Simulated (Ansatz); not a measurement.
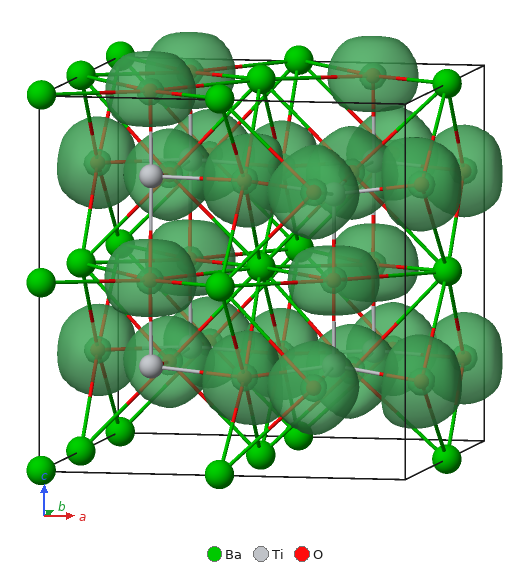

Figure 1: Ba$_{8}$Ti$_{8}$O$_{23}$ (cell charge +2, with a compensating background) (cell with a defect). Isosurface of the ELF at 0.6 (green), seen slightly off an axis. Core shells and regions of very low density are left out. Sticks mark near contacts.

Computed without spin polarisation; PAW files of the earlier set (soft_1).

All numbers below come from DFT PBE, scalar-relativistic, plane waves, PAW (Ansatz).

In a PAW calculation such maps are meaningful between the atoms, not at the nuclei.

```yaml
crystal:
  lattice:
    - [7.96820, 0.00000, 0.00000]
    - [0.00000, 5.67410, 5.69160]
    - [0.00000, -5.67410, 5.69160]
  atoms:
    - { symbol: Ba, position: [0.00650, 0.99643, 0.00312] }
    - { symbol: Ti, position: [0.25000, 0.26022, 0.25845] }
    - { symbol: O, position: [0.99177, 0.24413, 0.23601] }
    - { symbol: O, position: [0.25000, 0.24538, 0.48934] }
    - { symbol: O, position: [0.25000, 0.49008, 0.24710] }
    - { symbol: Ba, position: [0.00551, 0.99847, 0.50285] }
    - { symbol: Ti, position: [0.25000, 0.25936, 0.76490] }
    - { symbol: O, position: [0.99178, 0.24329, 0.76035] }
    - { symbol: O, position: [0.25000, 0.24597, 0.99299] }
    - { symbol: O, position: [0.25000, 0.48893, 0.74539] }
    - { symbol: Ba, position: [0.00413, 0.50841, 0.00220] }
    - { symbol: Ti, position: [0.25000, 0.76067, 0.25907] }
    - { symbol: O, position: [0.99940, 0.74607, 0.24648] }
    - { symbol: O, position: [0.25000, 0.74648, 0.49296] }
    - { symbol: O, position: [0.25000, 0.99154, 0.24700] }
    - { symbol: Ba, position: [0.00467, 0.50997, 0.50232] }
    - { symbol: Ti, position: [0.25000, 0.76088, 0.75777] }
    - { symbol: O, position: [0.99865, 0.74647, 0.74479] }
    - { symbol: O, position: [0.25000, 0.74655, 0.99160] }
    - { symbol: O, position: [0.25000, 0.99230, 0.74539] }
    - { symbol: Ba, position: [0.49350, 0.99643, 0.00312] }
    - { symbol: Ti, position: [0.75000, 0.25811, 0.27154] }
    - { symbol: O, position: [0.50823, 0.24413, 0.23601] }
    - { symbol: O, position: [0.75000, 0.25129, 0.49945] }
    - { symbol: O, position: [0.75000, 0.48354, 0.23528] }
    - { symbol: Ba, position: [0.49449, 0.99847, 0.50285] }
    - { symbol: Ti, position: [0.75000, 0.25770, 0.72784] }
    - { symbol: O, position: [0.50822, 0.24329, 0.76035] }
    - { symbol: O, position: [0.75000, 0.48295, 0.76260] }
    - { symbol: Ba, position: [0.49587, 0.50841, 0.00220] }
    - { symbol: Ti, position: [0.75000, 0.76444, 0.25861] }
    - { symbol: O, position: [0.50060, 0.74607, 0.24648] }
    - { symbol: O, position: [0.75000, 0.74849, 0.48973] }
    - { symbol: O, position: [0.75000, 0.99970, 0.23831] }
    - { symbol: Ba, position: [0.49533, 0.50997, 0.50232] }
    - { symbol: Ti, position: [0.75000, 0.76451, 0.76437] }
    - { symbol: O, position: [0.50135, 0.74647, 0.74479] }
    - { symbol: O, position: [0.75000, 0.74804, 0.99272] }
    - { symbol: O, position: [0.75000, 0.00002, 0.75938] }
```

Question: Where are the electrons localised?

Answer: At this value the surface marks out 23 regions wrapped around O (the valence shell of each), counted in one cell of 39 atoms. Regions shared between cells count once. Profiles from the grid: Ti–O (1.83 Å): the ELF peaks at about 0.80 in the valence shell of O, 0.5 Å from its nucleus, and is about 0.25 at the midpoint (no shared electron pair shows on this line). Ba–O (2.73 Å): the ELF is about 0.15 at the midpoint; an ionic contact with no shared pair.

Question: Metal or insulator at this level of theory?

Answer: It is gapped, with a Kohn–Sham gap of 2.1 eV on the k-point mesh (the band edges may lie off the mesh, which would make the gap smaller).
